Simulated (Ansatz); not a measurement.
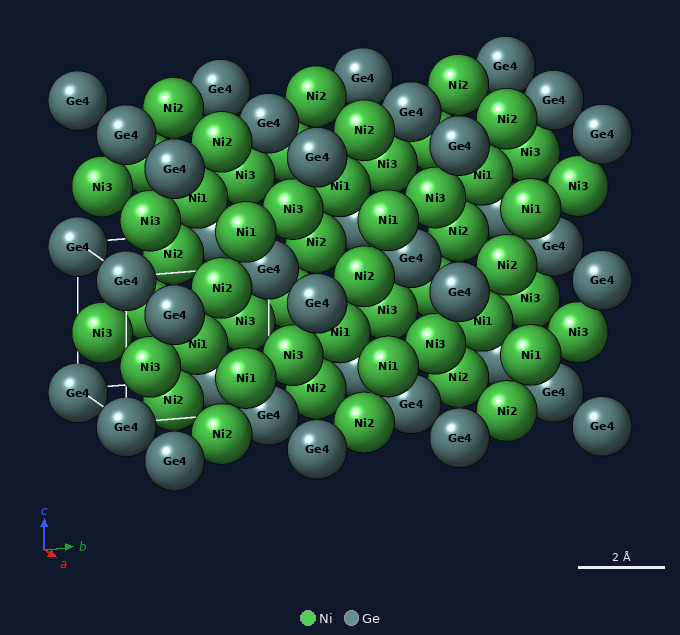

Figure 1. The input geometry of the first run (spheres-only view of the cell of the calculation, set on other vectors, repeated 2 × 3 × 2, seen slightly off an axis; atoms are numbered from 1 in the order of the input).

**What a change does: single-point calculation on Ni3Ge**

System: Ni3Ge (4 atoms in the cell).
Method of the first run: DFT PBEsol, scalar-relativistic, plane waves, PAW, no spin polarisation (Ansatz 0.2.0).

The structure derives from a Materials Project entry. Text and figures count atoms from 1; the logs count them from 0 in places.

**The input, the first run**
```yaml
crystal:
  lattice:
    - [3.5249142772, 0.0, 0.0]
    - [0.0, 3.5249142772, 0.0]
    - [0.0, 0.0, 3.5249142772]
  atoms:
    - { symbol: Ni, position: [0.5, 0.0, 0.5] }
    - { symbol: Ni, position: [0.0, 0.5, 0.5] }
    - { symbol: Ni, position: [0.5, 0.5, 0.0] }
    - { symbol: Ge, position: [-0.0283694842, 0.0, 0.0] }
basis:
  ecutwfc: 420
kpoints:
  mp_grid: { grid: [14, 14, 14] }
hamiltonian:
  xc: pbesol
scf:
  occupations: { method: gaussian, width: 0.15 }
output:
  forces: true
  stress: true
  eigenvalues: true
```

Command:
```bash
ansatz run input.yaml --threads 1 --pin off --max-ram 2560MiB --backend cpu --events-out ev --progress --plain --runs-dir out
```

Hardware: 1 thread of Oxide Virtual Turin-like (Zen 5), 32 GiB of memory available, shared host.

**Output, shortened to warnings, some set-up lines, iterations and results (the first run)**
```
Basis set: ecut = 420 eV, 847 PW (Γ), exchange–correlation on 48×48×48 points (8 copies of the dense FFT grid, shifted against one another)
Symmetry: 8 space group operations
k-points: 288 of 2744 (time reversal used)
Initial density: superposition of atomic densities (neutral atoms: chi_scale 0, normalization atom), corrected by the library's trained network
[...]
SCF iter   1: F=—  HF=-21669.783614 eV  |F-HF|=—  |Δ(HF+E_count)|=         —  Δρ=2.04e-2  dr2=9.46e-2  ethr=1.77e-3  ⟨swp⟩=5.4  Hψ=37472  notcnv=0  defer=22
SCF iter   2: F=—  HF=-21669.766404 eV  |F-HF|=—  |Δ(HF+E_count)|=   1.72e-2  Δρ=4.91e-3  dr2=5.94e-3  ethr=1.39e-4  ⟨swp⟩=2.4  Hψ=22321  notcnv=0  defer=252
SCF iter   3: F=—  HF=-21669.765216 eV  |F-HF|=—  |Δ(HF+E_count)|=   1.19e-3  Δρ=1.47e-3  dr2=6.78e-4  ethr=8.74e-6  ⟨swp⟩=1.6  Hψ=13036  notcnv=0  defer=256
SCF iter   4: F=—  HF=-21669.764991 eV  |F-HF|=—  |Δ(HF+E_count)|=   2.25e-4  Δρ=3.34e-4  dr2=5.69e-5  ethr=9.96e-7  ⟨swp⟩=2.1  Hψ=17164  notcnv=0  defer=256
SCF iter   5: F=—  HF=-21669.764954 eV  |F-HF|=—  |Δ(HF+E_count)|=   3.78e-5  Δρ=2.62e-4  dr2=4.06e-5  ethr=8.37e-8  ⟨swp⟩=2.3  Hψ=15995  notcnv=0  defer=256
SCF iter   6: F=—  HF=-21669.764943 eV  |F-HF|=—  |Δ(HF+E_count)|=   1.06e-5  Δρ=5.74e-5  dr2=2.38e-6  ethr=5.97e-8  ⟨swp⟩=2.0  Hψ=14904  notcnv=0  defer=256
SCF iter   7: F=-21669.764943 eV  HF=-21669.764943 eV  |F-HF|=9.38e-8  |Δ(HF+E_count)|=   6.34e-8  Δρ=1.32e-5  dr2=9.52e-8  ethr=1.47e-10  ⟨swp⟩=7.6  Hψ=56202  notcnv=0
SCF 1 converged in 7 iterations: F = -21669.764943 eV  dr2 = 9.52e-8
SCF converged after 7 iterations
Free energy (F): -21669.764943 eV
Harris-Foulkes:  -21669.764943 eV  (|F-HF|=9.38e-8)
Internal energy: -21669.743480 eV  (E = F + TS)
E sigma→0 (E₀):  -21669.754211 eV
Entropy (-TS):   -0.021463 eV (-5.366 meV/atom)
Fermi energy:    18.678791 eV
--- Per-component energies (eV) ---
  E_band       = -832.742822
  E_kinetic    = 969.592097
  E_local      = -12152.913017  (includes V_loc(G=0)·N_el)
  E_nonlocal   = 2337.032835
  E_hartree    = 5153.870082
  E_xc         = -331.791905
  E_vxc        = -397.314720  (∫ρ·V_xc dr)
  E_paw        = -6771.244058  (= ΣΔE_a)
  E_vpaw       = -1896.875908  (= ΣTr[D̂ρ^β])
  E_aug_tail   = 0.002032  (compensation charges beyond the density's cutoff)
  E_ewald      = -10875.801348
  E_core_change = 1.509803  (= ΣΔE_core)
  E_smearing   = -0.021463  (= −TS)
  E_closure    = 0.000000  (closes the sum)
  Σ components = -21669.764943   (vs F -21669.764943, Δ=0.00e0)
--- Forces (eV/Å), atoms counted from 1 ---
  atom   1  Ni    -0.38794226    -0.00000000     0.00000000
  atom   2  Ni     0.08028694     0.00000000     0.00000000
  atom   3  Ni    -0.38794226     0.00000000     0.00000000
  atom   4  Ge     0.69557900    -0.00000000     0.00000000
  max |Σ_I F_I| component: 1.86e-5 eV/Å
--- Stress (GPa, compression-positive) ---
        0.716357       0.000000       0.000000
        0.000000       0.543685       0.000000
        0.000000       0.000000       0.543685
  P = ⅓ Tr σ = 0.6012 GPa (6.012 kbar)
```

The input of the second run differs as follows (lines with − go, lines with + come):
```diff
-    - { symbol: Ge, position: [-0.0283694842, 0.0, 0.0] }
+    - { symbol: Ge, position: [0.0113477937, 0.0, 0.0] }
```

What does this change do to the results?

With the same functional and potentials, the second run lies 7.2 meV per atom lower. The pressure goes from 0.60 to 0.12 GPa. The largest force goes from 0.696 to 0.274 eV/Å. The number of SCF iterations is the same.

**Output, shortened to warnings, some set-up lines, iterations and results (the second run)**
```
Basis set: ecut = 420 eV, 847 PW (Γ), exchange–correlation on 48×48×48 points (8 copies of the dense FFT grid, shifted against one another)
Symmetry: 8 space group operations
k-points: 288 of 2744 (time reversal used)
Initial density: superposition of atomic densities (neutral atoms: chi_scale 0, normalization atom), corrected by the library's trained network
[...]
SCF iter   1: F=—  HF=-21669.812509 eV  |F-HF|=—  |Δ(HF+E_count)|=         —  Δρ=2.03e-2  dr2=9.40e-2  ethr=1.77e-3  ⟨swp⟩=5.4  Hψ=37377  notcnv=0  defer=23
SCF iter   2: F=—  HF=-21669.795375 eV  |F-HF|=—  |Δ(HF+E_count)|=   1.71e-2  Δρ=4.88e-3  dr2=5.89e-3  ethr=1.38e-4  ⟨swp⟩=2.4  Hψ=22133  notcnv=0  defer=251
SCF iter   3: F=—  HF=-21669.794193 eV  |F-HF|=—  |Δ(HF+E_count)|=   1.18e-3  Δρ=1.46e-3  dr2=6.77e-4  ethr=8.66e-6  ⟨swp⟩=1.6  Hψ=12673  notcnv=0  defer=254
SCF iter   4: F=—  HF=-21669.793961 eV  |F-HF|=—  |Δ(HF+E_count)|=   2.32e-4  Δρ=3.33e-4  dr2=6.13e-5  ethr=9.96e-7  ⟨swp⟩=2.0  Hψ=16194  notcnv=0  defer=254
SCF iter   5: F=—  HF=-21669.793938 eV  |F-HF|=—  |Δ(HF+E_count)|=   2.35e-5  Δρ=2.55e-4  dr2=3.80e-5  ethr=9.02e-8  ⟨swp⟩=2.2  Hψ=15736  notcnv=0  defer=254
SCF iter   6: F=—  HF=-21669.793926 eV  |F-HF|=—  |Δ(HF+E_count)|=   1.19e-5  Δρ=5.42e-5  dr2=2.15e-6  ethr=5.59e-8  ⟨swp⟩=2.0  Hψ=14861  notcnv=0  defer=254
SCF iter   7: F=-21669.793926 eV  HF=-21669.793926 eV  |F-HF|=1.10e-7  |Δ(HF+E_count)|=   7.16e-8  Δρ=1.35e-5  dr2=9.67e-8  ethr=1.47e-10  ⟨swp⟩=7.6  Hψ=57386  notcnv=0
SCF 1 converged in 7 iterations: F = -21669.793926 eV  dr2 = 9.67e-8
SCF converged after 7 iterations
Free energy (F): -21669.793926 eV
Harris-Foulkes:  -21669.793926 eV  (|F-HF|=1.10e-7)
Internal energy: -21669.772202 eV  (E = F + TS)
E sigma→0 (E₀):  -21669.783064 eV
Entropy (-TS):   -0.021724 eV (-5.431 meV/atom)
Fermi energy:    18.681270 eV
--- Per-component energies (eV) ---
  E_band       = -832.511104
  E_kinetic    = 969.419333
  E_local      = -12144.260411  (includes V_loc(G=0)·N_el)
  E_nonlocal   = 2336.954696
  E_hartree    = 5149.713235
  E_xc         = -331.742241
  E_vxc        = -397.251275  (∫ρ·V_xc dr)
  E_paw        = -6771.201477  (= ΣΔE_a)
  E_vpaw       = -1896.796948  (= ΣTr[D̂ρ^β])
  E_aug_tail   = 0.002147  (compensation charges beyond the density's cutoff)
  E_ewald      = -10880.167287
  E_core_change = 1.509803  (= ΣΔE_core)
  E_smearing   = -0.021724  (= −TS)
  E_closure    = 0.000000  (closes the sum)
  Σ components = -21669.793926   (vs F -21669.793926, Δ=0.00e0)
--- Forces (eV/Å), atoms counted from 1 ---
  atom   1  Ni     0.15326244     0.00000000     0.00000000
  atom   2  Ni    -0.03271446    -0.00000000     0.00000000
  atom   3  Ni     0.15326244    -0.00000000     0.00000000
  atom   4  Ge    -0.27380171     0.00000000     0.00000000
  max |Σ_I F_I| component: 8.71e-6 eV/Å
--- Stress (GPa, compression-positive) ---
        0.136677       0.000000       0.000000
        0.000000       0.107811       0.000000
        0.000000       0.000000       0.107811
  P = ⅓ Tr σ = 0.1174 GPa (1.174 kbar)
```

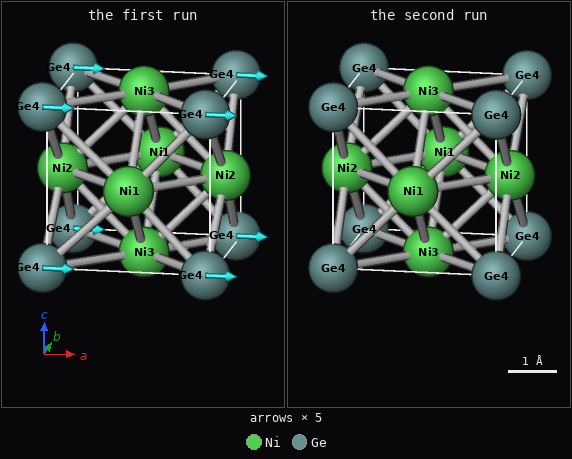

Figure 2. The two input geometries at one scale (ball-and-stick view of the cell of the calculation, seen slightly off an axis). The teal arrows on the first give the shifts of the atoms relative to the cell, magnified 5 times. The largest move is that of Ge4, 0.14 Å. Ni stays in place. The cell stays as it was. Among the contacts that change: Ni1–Ge4 2.564 → 2.464 Å.

**The two runs side by side**

| quantity | the first run | the second run |
| --- | --- | --- |
| outcome | converged | converged |
| free energy per atom (eV) | −5417.4412 | −5417.4485 |
| energy per atom, smearing taken to zero (eV) | −5417.4386 | −5417.4458 |
| gap on the mesh (eV) | 0.00 | 0.00 |
| pressure (GPa) | 0.60 | 0.12 |
| largest force (eV/Å) | 0.696 | 0.274 |
| SCF iterations | 7 | 7 |
| irreducible k-points | 288 | 288 |
| plane waves at Γ | 847 | 847 |
| wall time (shared host) | 43 s | 53 s |

For both runs: The run has no spin polarisation, so a magnetic state may lie lower.
